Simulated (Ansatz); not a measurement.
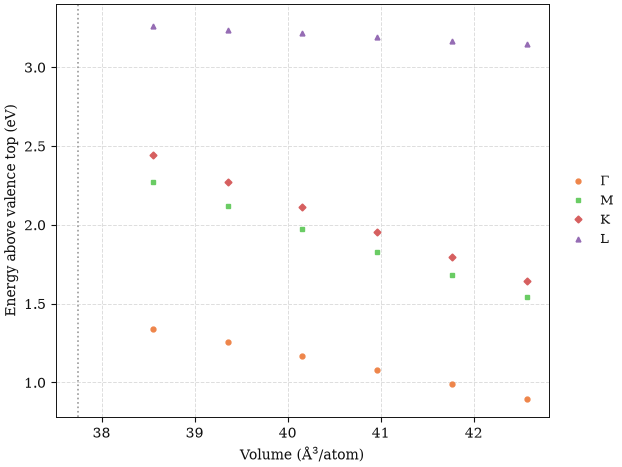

Lowest conduction level at each named k point, counted from the valence-band top at A. One run is left out (dotted line).

System: GaN, space group P6/mmm (No. 191), 2 atoms in the cell. The cell is scaled at fixed shape and fractional positions. At 40.16 Å³/atom, a = 5.230 Å, c = 3.390 Å (hexagonal axes). Method: PBE, Ansatz PAW, no spin polarisation, no spin-orbit coupling, 6×6×8 k mesh, 420 eV cutoff, Fermi-Dirac smearing of 0.05 eV (Ansatz 0.2.0).

```
       volume  Γ (eV)  M (eV)  K (eV)  L (eV)
38.55 Å³/atom    1.34    2.27    2.44    3.26
39.36 Å³/atom    1.25    2.12    2.27    3.24
40.16 Å³/atom    1.17    1.97    2.11    3.22
40.96 Å³/atom    1.08    1.83    1.95    3.19
41.77 Å³/atom    0.99    1.68    1.80    3.17
42.57 Å³/atom    0.90    1.54    1.64    3.15
```

### Estimate the values at 37.75 Å³/atom.

Fits through the other points against the logarithm of the volume give 1.44 eV at Γ, 2.43 eV at M, 2.61 eV at K and 3.29 eV at L (straight lines). The run itself gives 1.42, 2.42, 2.61 and 3.28 eV, within 0.02 eV of the estimates.

### Which of these conduction levels is lowest, and does that change?

The lowest is the one at Γ, over the whole range, so among these points the gap stays indirect.

LDA, GGA and most meta-GGA functionals understate gaps. The usual form of GaN is wurtzite. This functional lacks dispersion, which binds the layers, so the pressure across them comes out too large.
